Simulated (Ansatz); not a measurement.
Consider TiAl.

```cif
data_structure
_symmetry_space_group_name_H-M 'P 1'
_symmetry_Int_Tables_number 1
_cell_length_a 4.6781
_cell_length_b 2.9103
_cell_length_c 4.9662
_cell_angle_alpha 90.000
_cell_angle_beta 90.000
_cell_angle_gamma 90.000
_cell_volume 67.61
loop_
_atom_site_label
_atom_site_type_symbol
_atom_site_fract_x
_atom_site_fract_y
_atom_site_fract_z
_atom_site_occupancy
Ti1 Ti 0.00000 0.50000 0.50000 1
Ti2 Ti 0.00000 0.00000 0.00000 1
Al1 Al 0.50000 0.00000 0.66667 1
Al2 Al 0.50000 0.50000 0.16667 1
```

Space group Amm2; a structure from a database of computed crystals, not necessarily the ambient phase; changed on purpose from its base cell (strain +0.0150 x Voigt [1, 0, 0, 0, 0, 0], atoms carried along); computed pressure about −3 GPa in this cell; computed without spin polarisation.

All numbers below come from DFT r2SCAN, scalar-relativistic, plane waves, PAW (Ansatz 0.2.0).

**Predict the valence pseudo-density and electron localisation function between the atoms.**

Ti–Al (2.88 Å): the density is about 0.2 e/Å³ at the midpoint; the ELF is about 0.40 at the midpoint.

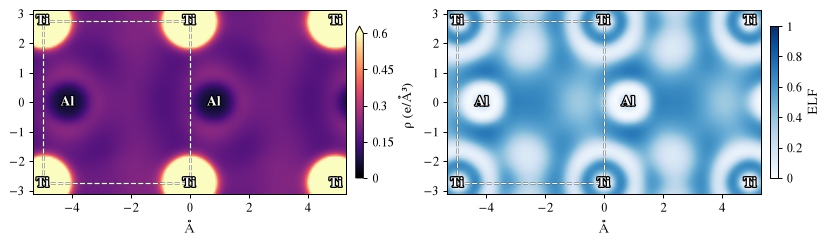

Computed valence pseudo-density and electron localisation function on the (110) plane of the conventional cell, in this order. 
